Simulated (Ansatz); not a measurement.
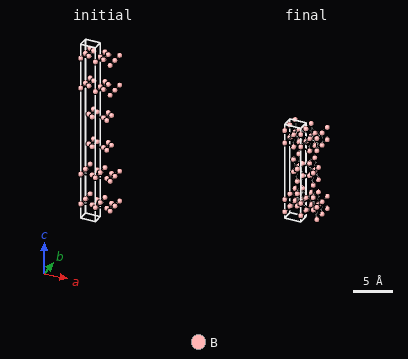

The structure of solid B (a generated structure, set up in R-3m) (coarse preliminary run) before (left) and after (right) a relaxation, at one scale.

The picture is a ball-and-stick view of the conventional cell (3 times the calculation's cell), repeated 2 × 2 × 1 with one cell outlined, seen slightly off an axis. Lengths and directions refer to the drawn axes.

Case: C → B on all its sites, cell and atoms relaxed.

Theory: DFT r2SCAN, scalar-relativistic, plane waves, PAW in Ansatz 0.2.0.

Input
```yaml
crystal:
  lattice:
    - [1.3050722626, 0.7534838221, 7.7008465012]
    - [-1.3050722626, 0.7534838221, 7.7008465012]
    - [0.0, -1.5069676442, 7.7008465012]
  atoms:
    - { symbol: B, position: [0.9189791273, 0.9189791273, 0.9189791273] }
    - { symbol: B, position: [0.2523091578, 0.2523091578, 0.2523091578] }
    - { symbol: B, position: [0.7476908422, 0.7476908422, 0.7476908422] }
    - { symbol: B, position: [0.0810208727, 0.0810208727, 0.0810208727] }
basis:
  ecutwfc: 500
kpoints:
  mp_grid: { grid: [12, 12, 12] }
hamiltonian:
  xc: r2scan
scf:
  occupations: { method: gaussian, width: 0.1 }
output:
  forces: true
  stress: true
  eigenvalues: true
relax:
  adjacent_minimum: "off"
  f_tol: 0.05
  max_steps: 60
  cell: { stress_tol: 0.5 }
```

Launched with:
```bash
ansatz run input.yaml --threads 1 --pin off --max-ram 2560MiB --backend cpu --events-out ev --progress --plain --runs-dir out
```

What changed between the two?

The energy falls by 1677 meV per atom in 20 accepted moves (21 points after the start). The largest force component goes from 0.015 to 0.0035 eV/Å. Pressure: 48.76 GPa at the start and 0.04 GPa at the end. At 1 point the geometry stayed and the basis and grid were re-selected for the new cell (energy shift of 0.2 meV per atom at most each time). The largest moves relative to the cell, 0.68 Å, are those of B2 and B3. B2 goes along −c. Cell: a = b 2.610 → 2.853 Å (+9.3 %), c 23.103 → 12.440 Å (−46.2 %). Volume −35.7 %. Among the contacts that change: B2–B3 4.234 → 1.822 Å, B1–B3 3.957 → 1.638 Å, B1–B4 3.744 → 1.650 Å, B1–B2 1.507 → 1.858 Å. New bonds form: B1–B3 (3.96 → 1.64 Å), B1–B4 (3.74 → 1.65 Å), B2–B3 (4.23 → 1.82 Å), B2–B4 (3.96 → 1.64 Å). Among the angles between lasting bonds that change: B4–B3–B4 120.0° → 100.3°. The space group stays R-3m (No. 166). Cost: 5.2 min on 1 thread of Arm Neoverse V2, on a shared host, peak memory 0.49 GiB.
